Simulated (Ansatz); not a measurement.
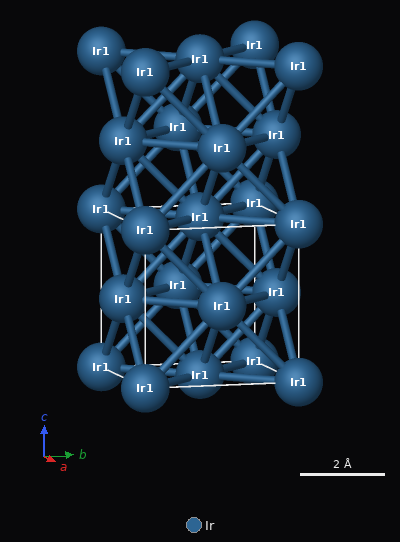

Figure 1. The input geometry of run A (ball-and-stick view of the cell 4 times as large as that of the calculation, set on its symmetry axes, repeated 1 × 1 × 2, seen slightly off an axis; atoms are numbered from 1 in the order of the input). Near neighbours in the crystal (not all of them lie inside the picture): Ir has 12 Ir at 2.72 Å.

## Ir: a changed input and its effect

System: Ir (Fm-3m, 1 atom in the cell).
Method of run A: DFT PBE, scalar-relativistic, plane waves, PAW, no spin polarisation (Ansatz 0.2.0).

Text and figures count atoms from 1; the logs count them from 0 in places.

## Input, run A
```yaml
crystal:
  lattice:
    - [0.0, 1.92, 1.92]
    - [1.92, 0.0, 1.92]
    - [1.92, 1.92, 0.0]
  atoms:
    - { symbol: Ir, position: [0.0, 0.0, 0.0] }
basis:
  ecutwfc: 420
  ecutrho_ratio: 4
kpoints:
  mp_grid: { grid: [8, 8, 8] }
hamiltonian:
  xc: pbe
scf:
  occupations: { method: gaussian, width: 0.05 }
output:
  forces: true
  stress: true
  eigenvalues: true
```

Hardware: 8 threads of an x86-64 CPU, shared host.

## Output, shortened to warnings, some set-up lines, iterations and results (run A)
```
Basis set: ecut = 420 eV, 283 PW (Γ), exchange–correlation on 40×40×40 points (8 copies of the dense FFT grid, shifted against one another)
Symmetry: 48 space group operations
k-points: 29 of 512
Initial density: superposition of atomic densities (neutral atoms: chi_scale 0, normalization atom), corrected by the library's trained network
[...]
SCF iter   1: F=—  HF=-11935.224631 eV  |F-HF|=—  |Δ(HF+E_count)|=         —  Δρ=8.06e-3  dr2=1.68e-3  ethr=1.77e-3  ⟨swp⟩=5.1  Hψ=1926  notcnv=0
SCF iter   2: F=—  HF=-11935.225036 eV  |F-HF|=—  |Δ(HF+E_count)|=   4.05e-4  Δρ=3.79e-3  dr2=3.39e-4  ethr=9.86e-6  ⟨swp⟩=2.1  Hψ=701  notcnv=0
SCF iter   3: F=—  HF=-11935.225264 eV  |F-HF|=—  |Δ(HF+E_count)|=   2.28e-4  Δρ=6.91e-4  dr2=4.68e-5  ethr=1.99e-6  ⟨swp⟩=2.4  Hψ=503  notcnv=0
SCF iter   4: F=—  HF=-11935.225253 eV  |F-HF|=—  |Δ(HF+E_count)|=   1.16e-5  Δρ=1.12e-4  dr2=6.91e-7  ethr=2.75e-7  ⟨swp⟩=2.4  Hψ=538  notcnv=0
SCF iter   5: F=-11935.225253 eV  HF=-11935.225253 eV  |F-HF|=1.22e-8  |Δ(HF+E_count)|=   4.37e-7  Δρ=1.78e-5  dr2=2.58e-8  ethr=4.06e-9  ⟨swp⟩=2.0  Hψ=497  notcnv=0
SCF iter   6: F=-11935.225253 eV  HF=-11935.225253 eV  |F-HF|=2.50e-9  |Δ(HF+E_count)|=   2.00e-9  Δρ=6.60e-6  dr2=4.17e-9  ethr=1.52e-10  ⟨swp⟩=3.0  Hψ=1255  notcnv=0
SCF 1 converged in 6 iterations: F = -11935.225253 eV  dr2 = 4.17e-9
SCF converged after 6 iterations
Free energy (F): -11935.225253 eV
Harris-Foulkes:  -11935.225253 eV  (|F-HF|=2.50e-9)
Internal energy: -11935.223175 eV  (E = F + TS)
E sigma→0 (E₀):  -11935.224214 eV
Entropy (-TS):   -0.002078 eV (-2.078 meV/atom)
Fermi energy:    25.868735 eV
--- Per-component energies (eV) ---
  E_band       = -82.457564
  E_kinetic    = 623.690049
  E_local      = -1064.575602  (includes V_loc(G=0)·N_el)
  E_nonlocal   = 72.646197
  E_hartree    = 409.106822
  E_xc         = -268.263353
  E_vxc        = -300.497971  (∫ρ·V_xc dr)
  E_paw        = -9223.466371  (= ΣΔE_a)
  E_vpaw       = -231.936083  (= ΣTr[D̂ρ^β])
  E_aug_tail   = 0.000055  (compensation charges beyond the density's cutoff)
  E_ewald      = -2484.360971
  E_smearing   = -0.002078  (= −TS)
  E_closure    = 0.000000  (closes the sum)
  Σ components = -11935.225253   (vs F -11935.225253, Δ=0.00e0)
--- Forces (eV/Å), atoms counted from 1 ---
  atom   1  Ir    -0.00000000     0.00000000     0.00000000
  max |Σ_I F_I| component: 1.64e-32 eV/Å
--- Stress (GPa, compression-positive) ---
       10.214611      -0.000000      -0.000000
        0.000000      10.214611      -0.000000
        0.000000       0.000000      10.214611
  P = ⅓ Tr σ = 10.2146 GPa (102.146 kbar)
```

For run B the input was changed thus:
```diff
-    - [0.0, 1.92, 1.92]
-    - [1.92, 0.0, 1.92]
-    - [1.92, 1.92, 0.0]
+    - [0.0, 1.9379620156, 1.9379620156]
+    - [1.9379620156, 0.0, 1.9379620156]
+    - [1.9379620156, 1.9379620156, 0.0]
```

How does run B compare with run A?

With the same functional and potentials, run B lies 12.3 meV per atom lower. The pressure goes from 10.21 to −0.11 GPa. The volume per atom goes from 14.16 to 14.56 Å³. The cell is scaled evenly with the atoms at fixed fractional positions, so −ΔP/Δ ln V estimates the bulk modulus midway between the two volumes: about 370 GPa. The number of SCF iterations is the same.

## Output, shortened to warnings, some set-up lines, iterations and results (run B)
```
Basis set: ecut = 420 eV, 283 PW (Γ), exchange–correlation on 40×40×40 points (8 copies of the dense FFT grid, shifted against one another)
Symmetry: 48 space group operations
k-points: 29 of 512
Initial density: superposition of atomic densities (neutral atoms: chi_scale 0, normalization atom), corrected by the library's trained network
[...]
SCF iter   1: F=—  HF=-11935.236976 eV  |F-HF|=—  |Δ(HF+E_count)|=         —  Δρ=8.43e-3  dr2=1.83e-3  ethr=1.77e-3  ⟨swp⟩=5.0  Hψ=1927  notcnv=0
SCF iter   2: F=—  HF=-11935.237312 eV  |F-HF|=—  |Δ(HF+E_count)|=   3.36e-4  Δρ=3.93e-3  dr2=3.90e-4  ethr=1.08e-5  ⟨swp⟩=2.0  Hψ=698  notcnv=0
SCF iter   3: F=—  HF=-11935.237549 eV  |F-HF|=—  |Δ(HF+E_count)|=   2.37e-4  Δρ=6.96e-4  dr2=5.95e-5  ethr=2.30e-6  ⟨swp⟩=2.2  Hψ=488  notcnv=0
SCF iter   4: F=—  HF=-11935.237534 eV  |F-HF|=—  |Δ(HF+E_count)|=   1.54e-5  Δρ=1.35e-4  dr2=1.25e-6  ethr=3.50e-7  ⟨swp⟩=2.3  Hψ=531  notcnv=0
SCF iter   5: F=-11935.237534 eV  HF=-11935.237534 eV  |F-HF|=1.25e-8  |Δ(HF+E_count)|=   4.36e-7  Δρ=1.99e-5  dr2=1.64e-8  ethr=7.34e-9  ⟨swp⟩=2.0  Hψ=493  notcnv=0
SCF iter   6: F=-11935.237534 eV  HF=-11935.237534 eV  |F-HF|=2.76e-9  |Δ(HF+E_count)|=   1.88e-8  Δρ=6.64e-6  dr2=4.58e-9  ethr=9.65e-11  ⟨swp⟩=3.0  Hψ=1302  notcnv=0
SCF 1 converged in 6 iterations: F = -11935.237534 eV  dr2 = 4.58e-9
SCF converged after 6 iterations
Free energy (F): -11935.237534 eV
Harris-Foulkes:  -11935.237534 eV  (|F-HF|=2.76e-9)
Internal energy: -11935.235418 eV  (E = F + TS)
E sigma→0 (E₀):  -11935.236476 eV
Entropy (-TS):   -0.002117 eV (-2.117 meV/atom)
Fermi energy:    24.972022 eV
--- Per-component energies (eV) ---
  E_band       = -95.518926
  E_kinetic    = 622.414459
  E_local      = -1096.631537  (includes V_loc(G=0)·N_el)
  E_nonlocal   = 72.558942
  E_hartree    = 418.880816
  E_xc         = -267.779790
  E_vxc        = -299.842138  (∫ρ·V_xc dr)
  E_paw        = -9223.343708  (= ΣΔE_a)
  E_vpaw       = -231.782632  (= ΣTr[D̂ρ^β])
  E_aug_tail   = 0.000054  (compensation charges beyond the density's cutoff)
  E_ewald      = -2461.334653
  E_smearing   = -0.002117  (= −TS)
  E_closure    = 0.000000  (closes the sum)
  Σ components = -11935.237534   (vs F -11935.237534, Δ=0.00e0)
--- Forces (eV/Å), atoms counted from 1 ---
  atom   1  Ir    -0.00000000    -0.00000000     0.00000000
  max |Σ_I F_I| component: 3.29e-32 eV/Å
--- Stress (GPa, compression-positive) ---
       -0.113809       0.000000      -0.000000
        0.000000      -0.113809       0.000000
       -0.000000       0.000000      -0.113809
  P = ⅓ Tr σ = -0.1138 GPa (-1.138 kbar)
```

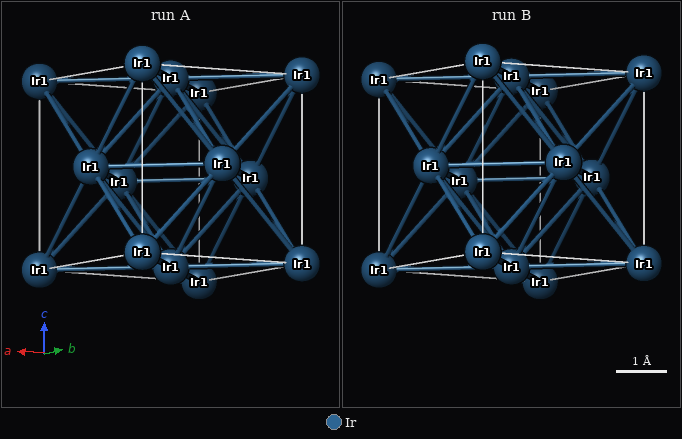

Figure 2. The two input geometries at one scale (ball-and-stick view of the cell 4 times as large as that of the calculation, set on its symmetry axes, seen at an oblique angle). No atom moves by more than 0.005 Å relative to the cell. The volume changes by +2.8 %, with a = b = c 3.840 → 3.876 Å (+0.9 %). Among the contacts that change: Ir1–Ir1 2.715 → 2.741 Å.

## The two runs side by side

| quantity | run A | run B |
| --- | --- | --- |
| outcome | converged | converged |
| free energy per atom (eV) | −11935.2253 | −11935.2375 |
| energy per atom, smearing taken to zero (eV) | −11935.2242 | −11935.2365 |
| gap on the mesh (eV) | 0.00 | 0.00 |
| pressure (GPa) | 10.21 | −0.11 |
| volume per atom (Å³) | 14.16 | 14.56 |
| largest force (eV/Å) | 0.000 | 0.000 |
| SCF iterations | 6 | 6 |
| irreducible k-points | 29 | 29 |
| plane waves at Γ | 283 | 283 |

For both runs: Spin–orbit coupling is left out, which matters for Ir. For run A: The cell is under a pressure of 10.2 GPa at this level, so it is not at its equilibrium volume.
